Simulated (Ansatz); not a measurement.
## A series of single points on SnO2

System: SnO2 (I4/m, 12 atoms in the cell).
Method: DFT LDA, scalar-relativistic, plane waves, PAW, PAW set soft_1, no spin polarisation (Ansatz 0.2.0).

The 5 runs differ only in the geometry, by a strain of the cell at fixed fractional positions. Against run 3, the strain is εxx = η and εyy = η. The structure derives from a Materials Project entry.

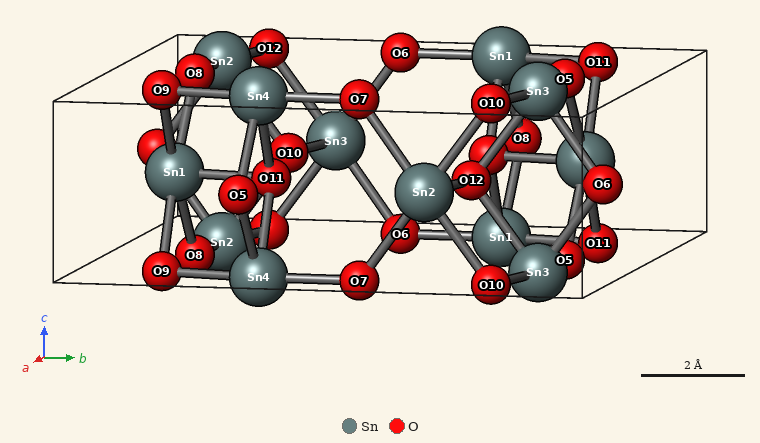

Figure 1. The structure of run 3 (ball-and-stick view of the cell 2 times as large as that of the calculation, set on its symmetry axes, seen slightly off an axis; atoms are numbered from 1 in the order of the input).

## Input of run 3
```yaml
crystal:
  lattice:
    - [-5.2884188674, 5.2884188674, 1.77745]
    - [5.2884188674, -5.2884188674, 1.77745]
    - [5.2884188674, 5.2884188674, -1.77745]
  atoms:
    - { symbol: Sn, position: [0.3492364739, 0.1657776777, 0.5150141516] }
    - { symbol: Sn, position: [0.8342223223, 0.3492364739, 0.1834587963] }
    - { symbol: Sn, position: [0.1657776777, 0.6507635261, 0.8165412037] }
    - { symbol: Sn, position: [0.6507635261, 0.8342223223, 0.4849858484] }
    - { symbol: O, position: [0.1598071627, 0.4589293127, 0.6187364754] }
    - { symbol: O, position: [0.5410706873, 0.1598071627, 0.70087785] }
    - { symbol: O, position: [0.4589293127, 0.8401928373, 0.29912215] }
    - { symbol: O, position: [0.8401928373, 0.5410706873, 0.3812635246] }
    - { symbol: O, position: [0.8438354672, 0.7905350342, 0.6343705014] }
    - { symbol: O, position: [0.2094649658, 0.8438354672, 0.053300433] }
    - { symbol: O, position: [0.1561645328, 0.2094649658, 0.3656294986] }
    - { symbol: O, position: [0.7905350342, 0.1561645328, 0.946699567] }
basis:
  ecutwfc: 520.0
kpoints:
  mp_grid: { grid: [10, 10, 10] }
hamiltonian:
  xc: lda
  pseudopotentials: { kind: paw, azcp: { folder: soft_1 } }
scf:
  occupations: { method: gaussian, width: 0.05 }
output:
  forces: true
  stress: true
  eigenvalues: true
```

Command:
```bash
ansatz run input.yaml --threads 4 --pin off --max-ram 8192MiB --backend cpu --events-out ev --progress --plain --runs-dir out
```

Run 4 differs from it as follows:
```diff
-    - [-5.2884188674, 5.2884188674, 1.77745]
-    - [5.2884188674, -5.2884188674, 1.77745]
-    - [5.2884188674, 5.2884188674, -1.77745]
+    - [-5.4735, 5.4735, 1.77745]
+    - [5.4735, -5.4735, 1.77745]
+    - [5.4735, 5.4735, -1.77745]
```

## Results, with one run withheld

```csv
run,strain parameter η (%),"free energy per atom, from the lowest run given (meV)",pressure (GPa),gap on the mesh (eV)
1,−6.9996,40.50,3.62,1.70
2,−3.5005,0.00,−7.70,1.30
3,0.0000,38.50,−15.11,0.95
4,3.4997,?,?,?
5,6.9998,266.10,−22.46,0.38
```

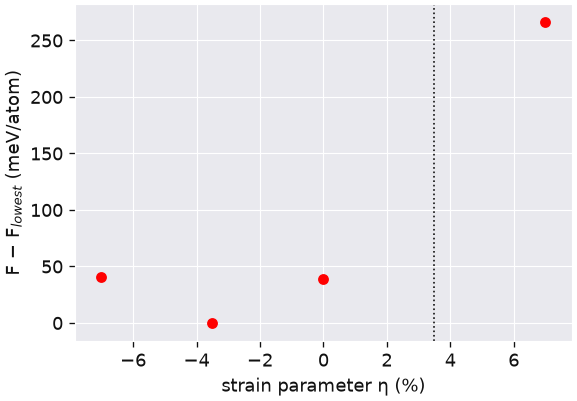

Figure 2. Free energy per atom of the runs given; the dotted line marks run 4.

What should run 4 give?

A quadratic polynomial in the coordinate, fitted to the 4 runs given, misses them by at most 6.28 meV per atom. With x = η + 0.8751, it reads F = 21.344 + 12.098 x + 2.4232 x² (meV per atom). At run 4 it gives 120.65 meV per atom, and the run itself gives 132.86. The fit has its minimum at η = −3.3714 %. So low a polynomial doesn't follow these energies more closely. The gap on the mesh goes, without turning, from 1.70 eV in run 1 to 0.38 eV in run 5; run 4 has 0.62 eV. These are gaps of this functional on this mesh, which can miss the band edges; they aren't the measured gap.

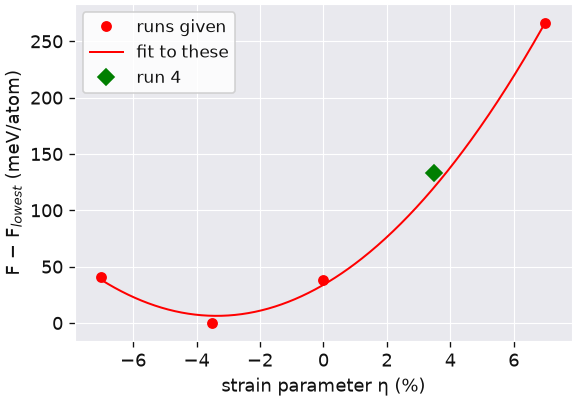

Figure 3. The fit and the withheld run.

## Output, shortened to warnings, some set-up lines, iterations and results (run 4)
```
Warning: [file] the record states the generating functional pbe (its physics header spells it `PBE`), which answers neither for hamiltonian.xc's functional nor for the lda family's — results may be inconsistent (PPs are generated against a specific XC)
Warning: [file] the record states the generating functional pbe (its physics header spells it `PBE`), which answers neither for hamiltonian.xc's functional nor for the lda family's — results may be inconsistent (PPs are generated against a specific XC)
Basis set: ecut = 520 eV, 5775 PW (Γ), FFT grids on a1+a2, a2, a3
Symmetry: 8 space group operations
k-points: 144 of 1000
Initial density: superposition of atomic densities (chi_scale 0.1, normalization cell, long waves kept (reshape's long-wave potential 0.23 eV rms))
[...]
SCF iter   1: F=—  HF=-27957.597943 eV  |F-HF|=—  |Δ(HF+E_count)|=         —  Δρ=4.89e-2  dr2=3.15e0  ethr=3.10e-3  ⟨swp⟩=5.9  Hψ=37673  notcnv=0  defer=116
SCF iter   2: F=—  HF=-27956.864633 eV  |F-HF|=—  |Δ(HF+E_count)|=   7.33e-1  Δρ=2.54e-2  dr2=8.44e-1  ethr=3.03e-3  ⟨swp⟩=2.1  Hψ=12311  notcnv=0  defer=952
SCF iter   3: F=—  HF=-27956.698105 eV  |F-HF|=—  |Δ(HF+E_count)|=   1.67e-1  Δρ=1.28e-2  dr2=3.42e-1  ethr=8.12e-4  ⟨swp⟩=3.2  Hψ=16137  notcnv=0  defer=376
SCF iter   4: F=—  HF=-27956.638469 eV  |F-HF|=—  |Δ(HF+E_count)|=   5.96e-2  Δρ=3.31e-3  dr2=2.16e-2  ethr=3.29e-4  ⟨swp⟩=2.0  Hψ=13058  notcnv=0  defer=576
SCF iter   5: F=—  HF=-27956.637550 eV  |F-HF|=—  |Δ(HF+E_count)|=   9.19e-4  Δρ=1.17e-3  dr2=2.69e-3  ethr=2.08e-5  ⟨swp⟩=2.0  Hψ=12396  notcnv=0  defer=576
SCF iter   6: F=—  HF=-27956.638079 eV  |F-HF|=—  |Δ(HF+E_count)|=   5.28e-4  Δρ=4.12e-4  dr2=5.42e-4  ethr=2.59e-6  ⟨swp⟩=2.0  Hψ=11728  notcnv=0  defer=576
SCF iter   7: F=—  HF=-27956.638459 eV  |F-HF|=—  |Δ(HF+E_count)|=   3.81e-4  Δρ=9.07e-5  dr2=5.71e-5  ethr=5.21e-7  ⟨swp⟩=2.0  Hψ=10991  notcnv=0  defer=576
SCF iter   8: F=—  HF=-27956.638596 eV  |F-HF|=—  |Δ(HF+E_count)|=   1.37e-4  Δρ=3.23e-5  dr2=6.62e-6  ethr=5.49e-8  ⟨swp⟩=2.0  Hψ=11046  notcnv=0  defer=576
SCF iter   9: F=—  HF=-27956.638615 eV  |F-HF|=—  |Δ(HF+E_count)|=   1.91e-5  Δρ=7.90e-6  dr2=2.40e-7  ethr=6.36e-9  ⟨swp⟩=2.1  Hψ=11739  notcnv=0  defer=576
SCF iter  10: F=-27956.638616 eV  HF=-27956.638616 eV  |F-HF|=3.50e-8  |Δ(HF+E_count)|=   7.38e-7  Δρ=1.64e-6  dr2=9.37e-9  ethr=9.62e-11  ⟨swp⟩=12.5  Hψ=41050  notcnv=0
SCF 1 converged in 10 iterations: F = -27956.638616 eV  dr2 = 9.37e-9
SCF converged after 10 iterations
Free energy (F): -27956.638616 eV
Harris-Foulkes:  -27956.638616 eV  (|F-HF|=3.50e-8)
Internal energy: -27956.638616 eV  (E = F + TS)
E sigma→0 (E₀):  -27956.638616 eV
Fermi energy:    3.743298 eV
--- Per-component energies (eV) ---
  E_band       = -804.674379
  E_kinetic    = 1985.288242
  E_local      = -11063.452450  (includes V_loc(G=0)·N_el)
  E_nonlocal   = 1028.529722
  E_hartree    = 4969.931525
  E_xc         = -1046.892662
  E_vxc        = -1028.946769  (∫ρ·V_xc dr)
  E_paw        = -18121.146930  (= ΣΔE_a)
  E_vpaw       = -1665.957936  (= ΣTr[D̂ρ^β])
  E_aug_tail   = 0.002003  (compensation charges beyond the density's cutoff)
  E_ewald      = -5711.373002
  E_core_change = 2.474936  (= ΣΔE_core)
  E_smearing   = -0.000000  (= −TS)
  E_closure    = -0.000000  (closes the sum)
  Σ components = -27956.638616   (vs F -27956.638616, Δ=0.00e0)
--- Forces (eV/Å), atoms counted from 1 ---
  atom   1  Sn     0.24590526    -0.09975167    -0.00000000
  atom   2  Sn    -0.09975167    -0.24590526     0.00000000
  atom   3  Sn     0.09975167     0.24590526     0.00000000
  atom   4  Sn    -0.24590526     0.09975167    -0.00000000
  atom   5  O     -0.01354651    -0.05732595    -0.00000000
  atom   6  O     -0.05732595     0.01354651     0.00000000
  atom   7  O      0.05732595    -0.01354651     0.00000000
  atom   8  O      0.01354651     0.05732595     0.00000000
  atom   9  O     -1.06083930    -1.08016852     0.00000000
  atom  10  O     -1.08016852     1.06083930     0.00000000
  atom  11  O      1.06083930     1.08016852     0.00000000
  atom  12  O      1.08016852    -1.06083930     0.00000000
  max |Σ_I F_I| component: 1.22e-19 eV/Å
--- Stress (GPa, compression-positive) ---
      -15.509799       0.000000       0.000000
       -0.000000     -15.509799       0.000000
        0.000000      -0.000000     -28.241857
  P = ⅓ Tr σ = -19.7538 GPa (-197.538 kbar)
```

The program warns: the PAW datasets were made with another functional.
